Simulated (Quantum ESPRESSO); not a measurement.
## Al: single-point calculation (part 2 of 2)

Al (1 atom in the cell); Kohn-Sham DFT of a periodic cell, vdW-DF3-opt2, PseudoDojo 0.4.1 SR PBE standard, no spin polarisation (Quantum ESPRESSO 7.5); cutoff 544.23 eV, 11×11×11 k-mesh, fermi-dirac of 0.05 eV. The structure derives from an entry of the Crystallography Open Database.

## Output, continued
```
          k = 0.0000 0.0000 0.0000 (   531 PWs)   bands (ev):

    -3.2035  20.4484  20.4484  21.8836  21.8836  21.8837

          k = 0.0643 0.0643-0.0643 (   495 PWs)   bands (ev):

    -2.9800  17.5376  19.8021  19.8021  22.5794  22.8681

          k = 0.1286 0.1286-0.1286 (   489 PWs)   bands (ev):

    -2.3113  13.9022  19.0709  19.0709  22.3603  23.6817

          k = 0.1928 0.1928-0.1928 (   483 PWs)   bands (ev):

    -1.2038  10.4836  18.6636  18.6636  22.1564  22.1587

          k = 0.2571 0.2571-0.2571 (   483 PWs)   bands (ev):

     0.3330   7.3848  18.6199  18.6199  20.7366  20.7366

          k = 0.3214 0.3214-0.3214 (   470 PWs)   bands (ev):

     2.2848   4.6477  18.9473  18.9473  19.6630  19.6630

          k = 0.1286 0.0000-0.0000 (   495 PWs)   bands (ev):

    -2.9055  18.5434  18.5434  18.8510  21.2290  24.2177

          k = 0.1928 0.0643-0.0643 (   494 PWs)   bands (ev):

    -2.3855  15.2207  17.6201  18.9660  21.5447  22.2224

          k = 0.2571 0.1286-0.1286 (   486 PWs)   bands (ev):

    -1.4246  11.7534  17.0660  18.6305  19.9281  23.6956

          k = 0.3214 0.1928-0.1928 (   486 PWs)   bands (ev):

    -0.0316   8.5573  16.8878  18.3002  18.5280  23.1958

          k = 0.3857 0.2571-0.2571 (   478 PWs)   bands (ev):

     1.7812   5.7036  17.0685  17.0879  18.7555  22.0244

          k =-0.2571-0.3857 0.3857 (   477 PWs)   bands (ev):

     3.2081   4.0152  16.2106  17.6671  19.3811  21.2046

          k =-0.1928-0.3214 0.3214 (   477 PWs)   bands (ev):

     1.1314   6.6125  15.7461  18.6227  20.3900  20.7553

          k =-0.1286-0.2571 0.2571 (   483 PWs)   bands (ev):

    -0.5432   9.5806  15.6798  19.9190  20.6999  21.7583

          k =-0.0643-0.1928 0.1928 (   485 PWs)   bands (ev):

    -1.7934  12.8558  16.0270  20.8356  21.6553  23.3615

          k =-0.0000-0.1286 0.1286 (   493 PWs)   bands (ev):

    -2.6081  16.0576  17.0625  21.0281  22.1813  23.2758

          k = 0.2571 0.0000-0.0000 (   488 PWs)   bands (ev):

    -2.0151  16.5466  16.5466  16.6866  19.5022  19.8962

          k = 0.3214 0.0643-0.0643 (   482 PWs)   bands (ev):

    -1.2038  13.3392  15.8543  17.1637  17.4186  20.4102

          k = 0.3857 0.1286-0.1286 (   483 PWs)   bands (ev):

     0.0410  10.1078  15.5432  15.5542  17.2006  22.5215

          k = 0.4500 0.1928-0.1928 (   474 PWs)   bands (ev):

     1.7075   7.1635  14.1501  15.6133  17.3554  24.7464

          k =-0.1928-0.4500 0.4500 (   473 PWs)   bands (ev):

     3.7691   4.5835  13.1430  16.0648  17.8821  23.8290

          k =-0.1286-0.3857 0.3857 (   479 PWs)   bands (ev):

     2.3558   6.2447  12.5509  16.8975  18.8022  23.2616

          k =-0.0643-0.3214 0.3214 (   487 PWs)   bands (ev):

     0.5509   9.0271  12.4140  18.1081  20.0992  23.0371

          k = 0.0000-0.2571 0.2571 (   485 PWs)   bands (ev):

    -0.8364  11.6950  13.1410  19.6805  21.7178  22.7556

          k = 0.3857 0.0000-0.0000 (   480 PWs)   bands (ev):

    -0.5436  14.9637  15.0279  15.0285  15.0285  18.5249

          k = 0.4500 0.0643-0.0643 (   480 PWs)   bands (ev):

     0.5493  11.9655  13.0798  14.5863  15.8703  19.2304

          k = 0.5143 0.1286-0.1286 (   470 PWs)   bands (ev):

     2.0633   8.9954  11.5165  14.5268  16.1129  21.6032

          k =-0.1286-0.5143 0.5143 (   478 PWs)   bands (ev):

     3.9756   6.3222  10.3658  14.8488  16.5550  24.5164

          k =-0.0643-0.4500 0.4500 (   477 PWs)   bands (ev):

     3.9921   6.2517   9.6782  15.5536  17.3696  26.1260

          k =-0.0000-0.3857 0.3857 (   481 PWs)   bands (ev):

     2.0684   8.3962   9.9036  16.6413  18.5670  25.5918

          k = 0.5143 0.0000-0.0000 (   472 PWs)   bands (ev):

     1.4872  10.9451  13.7959  14.0146  14.0146  17.5122

          k = 0.5785 0.0643-0.0643 (   470 PWs)   bands (ev):

     2.8396   9.2235  11.1694  13.8257  15.0315  18.4762

          k =-0.0643-0.5785 0.5785 (   474 PWs)   bands (ev):

     4.5604   7.9048   8.5292  14.0189  15.5509  21.1217

          k =-0.0000-0.5143 0.5143 (   476 PWs)   bands (ev):

     6.0091   6.2003   7.6617  14.5944  16.2792  24.3118

          k = 0.6428-0.0000 0.0000 (   468 PWs)   bands (ev):

     3.9988   7.4011  13.2082  13.5079  13.5079  16.9779

          k =-0.0000-0.6428 0.6428 (   470 PWs)   bands (ev):

     5.1049   6.4467  10.8900  13.5723  14.7495  18.2179

          k = 0.2571 0.1286 0.0000 (   484 PWs)   bands (ev):

    -1.7196  13.8894  15.1157  19.7101  19.8170  21.6405

          k = 0.3214 0.1928-0.0643 (   481 PWs)   bands (ev):

    -0.6166  10.9492  14.2365  17.8482  20.0578  23.1139

          k = 0.3857 0.2571-0.1286 (   477 PWs)   bands (ev):

     0.9136   7.9184  14.1238  16.3384  20.1226  22.3635

          k =-0.2571-0.3857 0.5143 (   471 PWs)   bands (ev):

     2.8556   5.2072  14.4272  15.2306  20.4744  21.2985

          k = 0.3857 0.1286-0.0000 (   482 PWs)   bands (ev):

    -0.2511  12.2472  13.5457  15.3311  18.2761  20.3627

          k = 0.4500 0.1928-0.0643 (   475 PWs)   bands (ev):

     1.1295   9.5707  12.8587  13.6917  18.8298  22.1756

          k =-0.1928-0.4500 0.5785 (   481 PWs)   bands (ev):

     2.9231   6.8008  12.2832  13.1352  19.1843  23.9766

          k =-0.1286-0.3857 0.5143 (   475 PWs)   bands (ev):

     4.3334   5.1321  11.4517  13.6915  19.8339  23.2562

          k =-0.0643-0.3214 0.4500 (   478 PWs)   bands (ev):

     2.2829   7.6410  11.0506  14.6871  20.8301  22.7292

          k = 0.0000-0.2571 0.3857 (   480 PWs)   bands (ev):

     0.6233  10.0460  11.5371  16.0810  22.0287  22.1077

          k = 0.5143 0.1286 0.0000 (   475 PWs)   bands (ev):

     1.7755  11.1479  11.1850  12.5706  17.2070  19.4168

          k =-0.1286-0.5143 0.6428 (   476 PWs)   bands (ev):

     3.4094   8.7211   9.8089  12.1460  18.0440  21.4939

          k =-0.0643-0.4500 0.5785 (   480 PWs)   bands (ev):

     5.3904   6.2427   8.8379  12.5564  18.6741  24.4421

          k = 0.0000-0.3857 0.5143 (   478 PWs)   bands (ev):

     4.0607   7.2975   8.7772  13.4180  19.5914  25.2892

          k =-0.0643-0.5785 0.7071 (   473 PWs)   bands (ev):

     4.2800   7.6797  10.5973  12.0081  16.6675  18.9189

          k =-0.0000-0.5143 0.6428 (   479 PWs)   bands (ev):

     5.6523   7.0054   8.4998  11.8662  17.7776  21.2568

          k =-0.1928-0.4500 0.7071 (   479 PWs)   bands (ev):

     2.6372   8.9463  10.4022  12.1278  21.0255  22.5604

          k =-0.1286-0.3857 0.6428 (   478 PWs)   bands (ev):

     4.5408   6.8061  10.1416  11.0329  21.9566  22.8494

          k =-0.0643-0.4500 0.7071 (   475 PWs)   bands (ev):

     5.1205   8.3966   8.4718  10.0008  20.5012  22.2168

          k = 0.0000-0.3857 0.6428 (   472 PWs)   bands (ev):

     6.5023   6.7488   8.1731  10.0341  21.7479  24.5765

     the Fermi energy is     7.9027 ev

!    total energy              =      -4.64338639 Ry
     estimated scf accuracy    <          2.6E-11 Ry
     smearing contrib. (-TS)   =      -0.00029645 Ry
     internal energy E=F+TS    =      -4.64308994 Ry

     The total energy is F=E-TS. E is the sum of the following terms:
     one-electron contribution =       2.91300435 Ry
     hartree contribution      =       0.00737716 Ry
     xc contribution           =      -2.17138654 Ry
     ewald contribution        =      -5.39208490 Ry

     convergence has been achieved in   6 iterations

     Forces acting on atoms (cartesian axes, Ry/au):

     atom    1 type  1   force =     0.00000000    0.00000000    0.00000000

     Total force =     0.000000     Total SCF correction =     0.000000

     Computing stress (Cartesian axis) and pressure

          total   stress  (Ry/bohr**3)                   (kbar)     P=        2.52
   0.00001712   0.00000000   0.00000000            2.52        0.00        0.00
   0.00000000   0.00001712   0.00000000            0.00        2.52        0.00
   0.00000000   0.00000000   0.00001712            0.00        0.00        2.52

=------------------------------------------------------------------------------=
   JOB DONE.
=------------------------------------------------------------------------------=
```

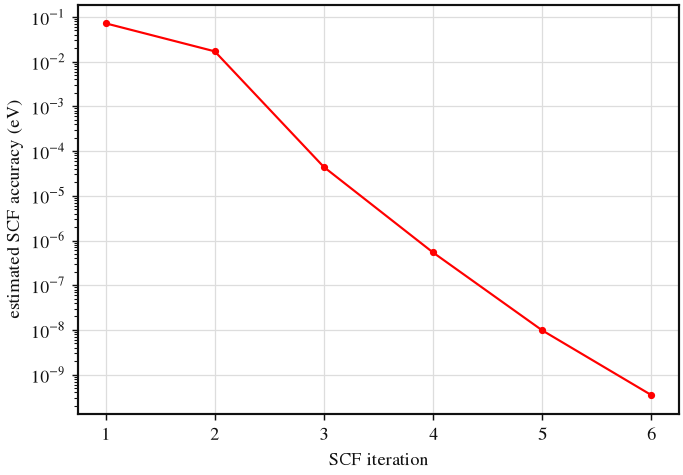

Convergence of the self-consistent field: estimated SCF accuracy against the iteration. The field takes 6 iterations in all.

The run was set up as follows.

## The input
```
&CONTROL
  calculation = 'scf'
  prefix = 'pwscf'
  outdir = './tmp'
  pseudo_dir = './pseudo'
  tprnfor = .true.
  tstress = .true.
  disk_io = 'nowf'
/
&SYSTEM
  ibrav = 0
  nat = 1
  ntyp = 1
  ecutwfc = 40
  nbnd = 6
  input_dft = 'vdw-df3-opt2'
  occupations = 'smearing'
  smearing = 'fd'
  degauss = 0.00367493
/
&ELECTRONS
  conv_thr = 2d-10
  electron_maxstep = 120
  mixing_beta = 0.5
/
ATOMIC_SPECIES
Al    26.9815 Al.upf
CELL_PARAMETERS angstrom
   0.0000000000    2.0248050000    2.0248050000
   2.0248050000    0.0000000000    2.0248050000
   2.0248050000    2.0248050000    0.0000000000
ATOMIC_POSITIONS crystal
Al     0.0000000000    0.0000000000    0.0000000000
K_POINTS automatic
11 11 11 0 0 0
```

Run as:
```bash
OMP_NUM_THREADS=1 pw.x -in pw.in > pw.out
```

## Results in brief

| quantity | value |
| --- | --- |
| outcome | converged |
| space group (tolerance 0.01 Å) | Fm-3m (225) |
| electrons treated | 3 |
| free energy | −63.1765 eV |
| Fermi energy | 7.903 eV |
| gap on the k-point mesh | none (metallic) |
| pressure | 0.25 GPa |
| largest force (length of the vector) | under 0.001 eV/Å |
| hardware | 1 thread of Arm Neoverse V2, 24 GiB of memory available, shared host |
| wall time | 56 s |
| peak memory | 0.05 GiB |

The record of the run, not the program, notes: potentials made for another functional. Points of doubt noted for this run: potentials made for another functional.
